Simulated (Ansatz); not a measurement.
Phonon calculation of WS$_{3}$

The run: phonon calculation of WS$_{3}$ (Pm-3m, 4 atoms in the cell). Method and program: DFT PBEsol, scalar-relativistic, plane waves, PAW, no spin polarisation (Ansatz 0.2.0).

It belongs to a series of runs on one base structure; here: zone-centre phonons and field response. Figures and captions count atoms from 1; the log counts them from 0 in places.

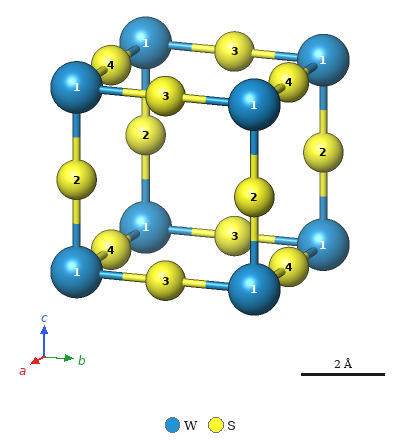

*The structure (ball-and-stick view of the cell of the calculation, seen slightly off an axis; atoms are numbered from 1 in the order of the input). An atom can appear more than once, as a periodic image.*

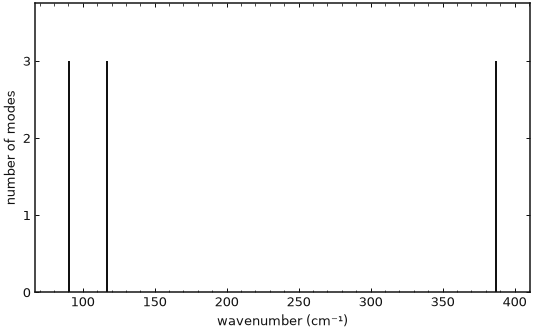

*Optical phonons at the zone centre (no LO–TO term); neighbouring modes closer than 3 cm⁻¹ are counted in one stick.*

9 modes from 91 to 387 cm⁻¹, none imaginary.

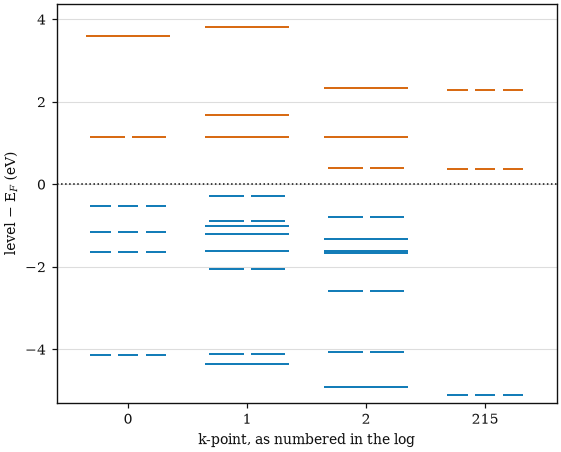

*Kohn–Sham levels near the Fermi level (dotted) at the few k-points that the log prints; levels within 0.02 eV of each other stand side by side.*

The system is metallic on the full mesh.

The input that produced these results follows, with the program's output.

Input file:
```yaml
crystal:
  lattice:
    - [4.6401726379, 0.0, 0.0]
    - [0.0, 4.6401726379, 0.0]
    - [0.0, 0.0, 4.6401726379]
  atoms:
    - { symbol: W, position: [0.0, 0.0, 0.0] }
    - { symbol: S, position: [0.0, 0.0, 0.5] }
    - { symbol: S, position: [0.0, 0.5, 0.0] }
    - { symbol: S, position: [0.5, 0.0, 0.0] }
basis:
  ecutwfc: 420
kpoints:
  mp_grid: { grid: [10, 10, 10] }
hamiltonian:
  xc: pbesol
scf:
  occupations: { method: fermi_dirac, width: 0.15 }
output:
  eigenvalues: true
phonons:
  method: dfpt
  eigenvectors: true
```

Run as:
```bash
ansatz run input.yaml --threads 2 --pin off --max-ram 6144MiB --backend cpu --events-out ev --progress --plain --runs-dir out
```

Log:
```
band count auto-derived: 21 (N_el = 32.0; filled up to band 16; 20 by the electrons, moments and atoms)
zone centre: on kpoints.mp_grid the ground state, and the responses unless they are solved on pairs of k-points, stand on 216 of the mesh's 1000 k-points, reduced under 8 symmetry operations, with k and −k counted as one. Each operation leaves every solved displacement unchanged or reverses it
Engine: ansatz 0.2.0, x86_64-unknown-linux-gnu
Pseudopotentials: kind: paw
Pseudopotential: W, paw, valence charge 14, recommended cutoff 420 eV (normal), W.paw.azcp
Pseudopotential: S, paw, valence charge 6, recommended cutoff 420 eV (normal), S.paw.azcp
Functional definition: PBEsol
  exchange = pbesol_x
  correlation = pbesol_c
Crystal: 4 atoms, lattice volume = 99.908 Å³
Basis set: ecut = 420 eV, 1935 PW (Γ), exchange–correlation on 64×64×64 points (8 copies of the dense FFT grid, shifted against one another)
Bands: 21, of which v1, the nominal top of the filled ones, is band 16 counted from 1 (15 counted from 0)
Symmetry: 48 space group operations
k-points: 216 of 1000 (irreducible under 8 space group operations)
Non-local potential: W, projectors of the file, l = 0: 3, l = 1: 2, l = 2: 2, l = 3: 1
Non-local potential: S, projectors of the file, l = 0: 2, l = 1: 2, l = 2: 2
PAW form: soft (Blöchl's): semilocal exchange-correlation on the pseudo side does not see the compensation charge
PAW frozen core: W, regenerated for the run's functional, and the local potential with it (the file was generated under x = pbe(κ = 0.804, μ = 0.2195149727645171), c = pbe(β = 0.06672455060314922))
PAW frozen core: S, regenerated for the run's functional, and the local potential with it (the file was generated under x = pbe(κ = 0.804, μ = 0.2195149727645171), c = pbe(β = 0.06672455060314922))
PAW one-centre angular grid: W, 590 points (default); XC on 64 Gauss nodes
PAW one-centre angular grid: S, 110 points (default); XC on 64 Gauss nodes
Initial density: superposition of atomic densities (neutral atoms: chi_scale 0, normalization atom), corrected by the library's trained network
Initial wavefunctions: pseudopotential atomic-orbital guess
Functional: x = pbesol(κ = 0.804, μ = 0.12345679012345678), c = pbesol(β = 0.046)
SCF iter   1: F=—  HF=-12911.509455 eV  |F-HF|=—  |Δ(HF+E_count)|=         —  Δρ=1.32e-2  dr2=3.78e-1  ethr=1.77e-3  ⟨swp⟩=5.6  Hψ=52872  notcnv=0  defer=233
automatic band count: the SCF goes on with 26 bands, as 21 were too few: the levels above may hold too much charge
preconditioner: auto → LDOS  [metal: Δε(μ)=0.177 eV  Ē_g=10.787 eV  σ=0.150 eV  W_gap=0.28  n_scr=18 (ndim 8)  ℏωp=18.2 eV  f_vac=0.151  D(μ)=2.44/eV (n_scr^D=18)  β→1.0]
SCF iter   2: F=—  HF=-12911.465198 eV  |F-HF|=—  |Δ(HF+E_count)|=   4.43e-2  Δρ=6.81e-3  dr2=1.02e-1  ethr=1.18e-3  ⟨swp⟩=2.3  Hψ=9925  notcnv=0  defer=297
SCF iter   3: F=—  HF=-12911.449364 eV  |F-HF|=—  |Δ(HF+E_count)|=   1.58e-2  Δρ=7.60e-4  dr2=1.00e-3  ethr=3.18e-4  ⟨swp⟩=2.0  Hψ=6947  notcnv=0  defer=297
SCF iter   4: F=—  HF=-12911.449240 eV  |F-HF|=—  |Δ(HF+E_count)|=   1.24e-4  Δρ=9.71e-5  dr2=7.96e-6  ethr=3.14e-6  ⟨swp⟩=2.5  Hψ=7838  notcnv=0  defer=297
SCF iter   5: F=—  HF=-12911.449246 eV  |F-HF|=—  |Δ(HF+E_count)|=   6.27e-6  Δρ=8.89e-6  dr2=8.79e-8  ethr=2.49e-8  ⟨swp⟩=2.0  Hψ=7571  notcnv=0  defer=297
SCF iter   6: F=—  HF=-12911.449246 eV  |F-HF|=—  |Δ(HF+E_count)|=   1.69e-7  Δρ=1.54e-6  dr2=1.19e-9  ethr=2.75e-10  ⟨swp⟩=2.1  Hψ=8246  notcnv=0  defer=237
SCF iter   7: F=—  HF=-12911.449246 eV  |F-HF|=—  |Δ(HF+E_count)|=   2.63e-9  Δρ=1.57e-7  dr2=1.02e-11  ethr=3.73e-12  ⟨swp⟩=2.0  Hψ=8220  notcnv=0  defer=235
SCF iter   8: F=-12911.449246 eV  HF=-12911.449246 eV  |F-HF|=3.64e-12  |Δ(HF+E_count)|=  5.82e-11  Δρ=2.14e-8  dr2=3.15e-13  ethr=1.00e-12  ⟨swp⟩=12.0  Hψ=29468  notcnv=0
SCF 1 converged in 8 iterations: F = -12911.449246 eV  dr2 = 3.15e-13
  greatest PAW one-centre occupation: 1.000 electrons in one spin orbital (limit 2), on the W atom at site 0 (counted from 0), in its partial waves of l = 0
DFPT response loops at Γ: preconditioner auto → Kerker (q_TF=auto, 2.257 Å⁻¹) (partly filled bands, converged f_vac=0.146); β = 1.00, the filter's whole step (`scf.mixing.beta` (0.50) is not read by the response loops under this deck's `scf.mixing.preconditioner`; to damp them name `kerker` or `kerker_dos`, under which they read `scf.mixing.beta`, and type it under 1.00, their step now; both keys bind the ground state too); Broyden in place of MSR1
SCF converged after 8 iterations
Free energy (F): -12911.449246 eV
Harris-Foulkes:  -12911.449246 eV  (|F-HF|=3.64e-12)
Internal energy: -12911.281320 eV  (E = F + TS)
E sigma→0 (E₀):  -12911.365283 eV
Entropy (-TS):   -0.167926 eV (-41.982 meV/atom)
Fermi energy:    5.565260 eV
--- Per-component energies (eV) ---
  E_band       = -342.934157
  E_kinetic    = 769.003721
  E_local      = -2280.840864  (includes V_loc(G=0)·N_el)
  E_nonlocal   = 88.134994
  E_hartree    = 859.888896
  E_xc         = -551.026601
  E_vxc        = -497.251769  (∫ρ·V_xc dr)
  E_paw        = -10188.255972  (= ΣΔE_a)
  E_vpaw       = -141.757959  (= ΣTr[D̂ρ^β])
  E_aug_tail   = -0.000054  (compensation charges beyond the density's cutoff)
  E_ewald      = -1608.593079
  E_core_change = 0.407640  (= ΣΔE_core)
  E_smearing   = -0.167926  (= −TS)
  E_closure    = 0.000000  (closes the sum)
  Σ components = -12911.449246   (vs F -12911.449246, Δ=0.00e0)
--- Band table (eV; the first three rows and the last of 216) ---
  k-point 0: bands = ["-69.4630", "-33.7192", "-33.7192", "-33.7192", "-8.5809", "-6.9458", "-6.9458", "1.4330", "1.4330", "1.4330", "3.9366", "3.9366", "3.9366", "4.4010", "4.4010", "4.4010", "5.0338", "5.0338", "5.0338", "6.7064", "6.7064", "9.1693", "11.6047", "12.8595", "12.8595", "16.1758"]
  k-point 1: bands = ["-69.4630", "-33.7200", "-33.7192", "-33.7192", "-8.5366", "-6.9432", "-6.9293", "1.2163", "1.4478", "1.4478", "3.5052", "3.5052", "3.9403", "4.3543", "4.5534", "4.6771", "4.6771", "5.2758", "5.2758", "6.7104", "7.2478", "9.3750", "11.8264", "12.9163", "13.0410", "16.0108"]
  k-point 2: bands = ["-69.4629", "-33.7219", "-33.7192", "-33.7192", "-8.4185", "-6.9364", "-6.8806", "0.6533", "1.4936", "1.4936", "2.9681", "2.9681", "3.9050", "3.9501", "4.2368", "4.7779", "4.7779", "5.9502", "5.9502", "6.7200", "7.8946", "10.0718", "12.4153", "13.1537", "13.5562", "15.6614"]
  k-point 215: bands = ["-69.4627", "-33.7266", "-33.7266", "-33.7266", "-6.5725", "-6.5725", "-6.5725", "-1.9171", "-0.3040", "-0.3040", "0.4671", "0.4671", "0.4671", "5.9406", "5.9406", "5.9406", "7.8408", "7.8408", "7.8408", "10.1188", "12.5150", "12.5150", "12.5150", "14.4306", "14.4306", "14.9191"]
--- Phonons (Γ-DFPT): 3 representative perturbations + reference, on 216 of 1000 k-points (Σ response iterations 9) ---
  k mesh reduced under 8 symmetry operations, with k and −k counted as one. Each operation leaves every solved displacement unchanged or reverses it
  ASR residual: 3.501e-3 → 0.000e0 eV/Å²; symmetrization residual: 5.022e-6 eV/Å²
  ASR residual per site (eV/Å²): 3.50e-3 2.01e-4 2.01e-4 2.01e-4
  Γ frequencies (cm⁻¹): 0.00 0.00 0.00 90.65 90.65 90.65 117.19 117.19 117.19 386.93 386.93 386.93
  non-analytic LO–TO correction: not included (Born effective charges unavailable; polar crystals: no LO–TO splitting at Γ)
```

Summary:

| quantity | value |
| --- | --- |
| outcome | converged |
| space group (tolerance 0.01 Å) | Pm-3m (221) |
| electrons treated | 32 |
| free energy | −12911.4492 eV |
| Fermi energy | 5.565 eV |
| gap on the k-point mesh | none (metallic) |
| hardware | 2 threads of Intel Xeon @ 2.50GHz (Skylake/Cascade Lake), 189 GiB of memory available, shared host |
| wall time | 3.3 min (CPU time 5.5 min) |
| peak memory | 1.7 GiB |

Results for this metal are sensitive to the k-point mesh. Spin–orbit coupling is left out, which matters for W.
